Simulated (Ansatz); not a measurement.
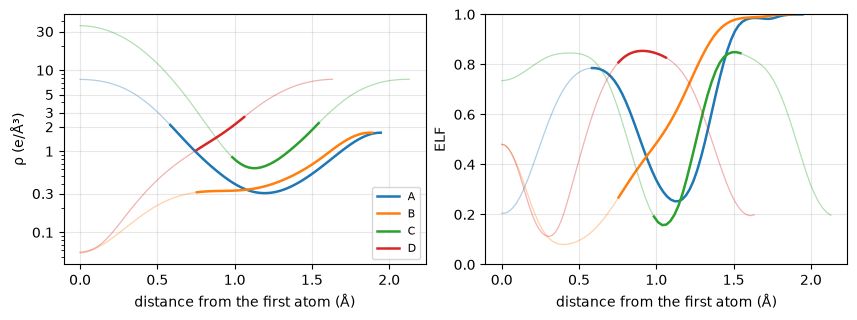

*Hf₈Si₈HO₃₂ (cell with a defect). Valence charge density (pseudo) and ELF along straight lines between neighbouring atoms. Thin, pale parts lie inside the atomic spheres.*

Spin-polarised.

The calculation used DFT PBE, scalar-relativistic, plane waves, PAW (Ansatz 0.2.0).

Core electrons are frozen (PAW), and the valence fields are smoothed inside the atomic spheres.

Input

```
crystal:
  lattice:
    - [0.0, 6.6454903778, -6.0144475068]
    - [-6.6454903778, 0.0, 6.0144475068]
    - [6.6454903778, 0.0, 6.0144475068]
  atoms:
    - { symbol: Hf, position: [0.5, 0.375, 0.375] }
    - { symbol: Hf, position: [0.0, 0.125, 0.625] }
    - { symbol: Hf, position: [0.5, 0.875, 0.875] }
    - { symbol: Hf, position: [0.0, 0.625, 0.125] }
    - { symbol: Hf, position: [0.5, 0.25, 0.75] }
    - { symbol: Hf, position: [0.0, 0.0, 0.0] }
    - { symbol: Hf, position: [0.5, 0.75, 0.25] }
    - { symbol: Hf, position: [0.0, 0.5, 0.5] }
    - { symbol: Si, position: [1.0, 0.875, 0.375] }
    - { symbol: Si, position: [0.5, 0.625, 0.625] }
    - { symbol: Si, position: [1.0, 0.375, 0.875] }
    - { symbol: Si, position: [0.5, 0.125, 0.125], spin: 0.143 }
    - { symbol: Si, position: [0.5, 1.0, 0.5], spin: 0.143 }
    - { symbol: Si, position: [0.0, 0.75, 0.75] }
    - { symbol: Si, position: [0.5, 0.5, 0.0] }
    - { symbol: Si, position: [0.0, 0.25, 0.25] }
    - { symbol: O, position: [0.3158051761, 0.8173684736, 0.3173684736], spin: 0.143 }
    - { symbol: O, position: [0.8158051761, 0.5673684736, 0.5673684736] }
    - { symbol: O, position: [0.3158051761, 0.3173684736, 0.8173684736] }
    - { symbol: O, position: [0.8158051761, 0.0673684736, 0.0673684736] }
    - { symbol: O, position: [0.0, 0.6923684736, 0.3765632975] }
    - { symbol: O, position: [0.5, 0.4423684736, 0.6265632975] }
    - { symbol: O, position: [0.0, 0.1923684736, 0.8765632975] }
    - { symbol: O, position: [0.5, 0.9423684736, 0.1265632975], spin: 0.143 }
    - { symbol: O, position: [0.1841948239, 0.2515632975, 0.2515632975] }
    - { symbol: O, position: [0.6841948239, 0.0015632975, 0.5015632975] }
    - { symbol: O, position: [0.1841948239, 0.7515632975, 0.7515632975] }
    - { symbol: O, position: [0.6841948239, 0.5015632975, 0.0015632975] }
    - { symbol: O, position: [0.0, 0.8765632975, 0.1923684736] }
    - { symbol: O, position: [0.5, 0.6265632975, 0.4423684736] }
    - { symbol: O, position: [1.0, 0.3765632975, 0.6923684736] }
    - { symbol: O, position: [0.5, 0.1265632975, 0.9423684736] }
    - { symbol: O, position: [0.1841948239, 0.0576315264, 0.5576315264] }
    - { symbol: O, position: [0.6841948239, 0.8076315264, 0.8076315264] }
    - { symbol: O, position: [0.1841948239, 0.5576315264, 0.0576315264] }
    - { symbol: O, position: [0.6841948239, 0.3076315264, 0.3076315264] }
    - { symbol: O, position: [1.0, 0.2484367025, 0.4326315264] }
    - { symbol: O, position: [0.5, 0.9984367025, 0.6826315264] }
    - { symbol: O, position: [0.0, 0.7484367025, 0.9326315264] }
    - { symbol: O, position: [0.5, 0.4984367025, 0.1826315264] }
    - { symbol: O, position: [0.8158051761, 0.8734367025, 0.3734367025] }
    - { symbol: O, position: [0.3158051761, 0.6234367025, 0.6234367025] }
    - { symbol: O, position: [0.8158051761, 0.3734367025, 0.8734367025] }
    - { symbol: O, position: [0.3158051761, 0.1234367025, 0.1234367025], spin: 0.143 }
    - { symbol: O, position: [0.5, 0.1826315264, 0.4984367025], spin: 0.143 }
    - { symbol: O, position: [0.0, 0.9326315264, 0.7484367025] }
    - { symbol: O, position: [0.5, 0.6826315264, 0.9984367025] }
    - { symbol: O, position: [0.0, 0.4326315264, 0.2484367025] }
    - { symbol: H, position: [0.4583333333, 0.0416666667, 0.2916666667], spin: 0.143 }
  host:
    lattice:
      - [-3.3227451889, 3.3227451889, 3.0072237534]
      - [3.3227451889, -3.3227451889, 3.0072237534]
      - [3.3227451889, 3.3227451889, -3.0072237534]
    atoms:
      - { symbol: Hf, position: [0.75, 0.25, 0.5] }
      - { symbol: Hf, position: [0.0, 0.0, 0.0] }
      - { symbol: Si, position: [0.25, 0.75, 0.5] }
      - { symbol: Si, position: [0.5, 0.5, 0.0] }
      - { symbol: O, position: [0.1347369472, 0.3189317711, 0.8158051761] }
      - { symbol: O, position: [0.0689317711, 0.753126595, 0.6841948239] }
      - { symbol: O, position: [0.503126595, 0.3189317711, 0.1841948239] }
      - { symbol: O, position: [0.0689317711, 0.3847369472, 0.3158051761] }
      - { symbol: O, position: [0.6152630528, 0.9310682289, 0.6841948239] }
      - { symbol: O, position: [0.6810682289, 0.8652630528, 0.1841948239] }
      - { symbol: O, position: [0.246873405, 0.9310682289, 0.3158051761] }
      - { symbol: O, position: [0.6810682289, 0.496873405, 0.8158051761] }
basis:
  ecutwfc: 420
  xc_grid: 2
kpoints:
  mp_grid: { grid: [2, 2, 2], shift: [0.5, 0.5, 0.5] }
hamiltonian:
  xc: pbe
scf:
  occupations: { method: gaussian, width: 0.01 }
output:
  forces: true
  stress: false
  eigenvalues: true
  populations: true
  charged_corrections:
    defect_position: [0.45833333, 0.04166667, 0.29166667]
    epsilon: [[12.6905, 0.0, 0.0], [0.0, 12.6905, 0.0], [0.0, 0.0, 12.4803]]
  write_density: true
  write_potential: true
  elf: true
  volumetric_format: npy
magnetization:
  spin_polarized: true
relax:
  adjacent_minimum: "off"
  f_tol: 0.025
  max_steps: 45
```

Launched as:

```sh
ansatz run input.yaml --threads 4 --pin off --max-ram 10240MiB --backend cpu --events-out ev --progress --plain --runs-dir out
```

The fields are those of the run's last geometry, not of the input's.

**Which curve belongs to which contact (Hf–O, O–H, Si–H and Si–O)? The first atom named is at distance zero.**

Curve A: O–H (1.95 Å): ρ at the midpoint is about 0.43 e/Å³; the ELF climbs to about 1 towards the hydrogen, as it does in any bond to H. Curve B: Si–H (1.89 Å): the density is about 0.32 e/Å³ at the midpoint; the ELF climbs to about 1 towards the hydrogen. Curve C: Hf–O (2.13 Å): ρ is about 0.66 e/Å³ halfway; the ELF peaks at about 0.85 in the valence shell of O, 0.6 Å from its nucleus, and drops to about 0.15 between the two atoms; no localised pair shows between them. Curve D: Si–O (1.63 Å): the density is about 1.2 e/Å³ at the midpoint; the ELF peaks at about 0.85 between the atoms: a shared but strongly polarised pair.
